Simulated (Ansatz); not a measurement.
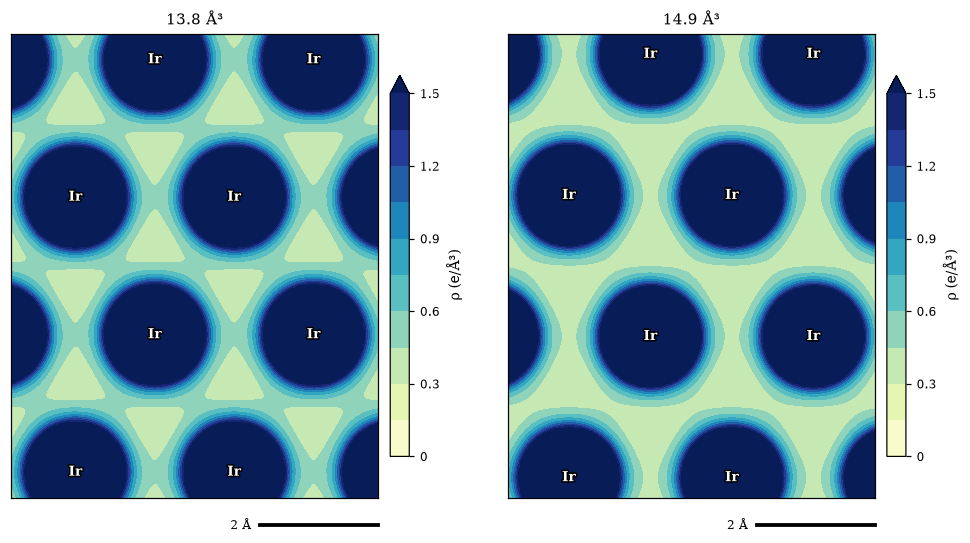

Ir. The valence electron density of cells scaled evenly to different volumes (given per atom above each panel), on the (100) plane of each (indices in the axes of the cell below), at one length scale and on one colour scale.

Computed with Kohn-Sham DFT of a periodic cell, PBE, Ansatz PAW in Ansatz.

The largest cell:

```cif
data_structure
_symmetry_space_group_name_H-M 'P 1'
_symmetry_Int_Tables_number 1
_cell_length_a 2.7622
_cell_length_b 2.7622
_cell_length_c 2.7622
_cell_angle_alpha 60.000
_cell_angle_beta 60.000
_cell_angle_gamma 60.000
_cell_volume 14.90
loop_
_atom_site_label
_atom_site_type_symbol
_atom_site_fract_x
_atom_site_fract_y
_atom_site_fract_z
_atom_site_occupancy
Ir1 Ir 0.00000 0.00000 0.00000 1
```

| volume (Å³/atom) | Ir–Ir contact in the plane (Å) | ρ at its midpoint (e/Å³) | pressure (GPa) | 
| --- | --- | --- | --- |
| 13.78 | 2.691 | 0.464 | 19.7 | 
| 14.06 | 2.709 | ? | ? | 
| 14.90 | 2.762 | 0.408 | −9.3 | 

> What values belong in the row with question marks?

Over the known rows ln ρ falls by 1.81 per Å of Ir–Ir distance (the line through the two), which gives 0.449 e/Å³ at 2.709 Å; the calculation gives 0.449 e/Å³. For the pressure, a straight line in volume between the neighbouring rows gives 12.4 GPa; the calculation gives 11.2, lower because pressure rises ever faster on compression.
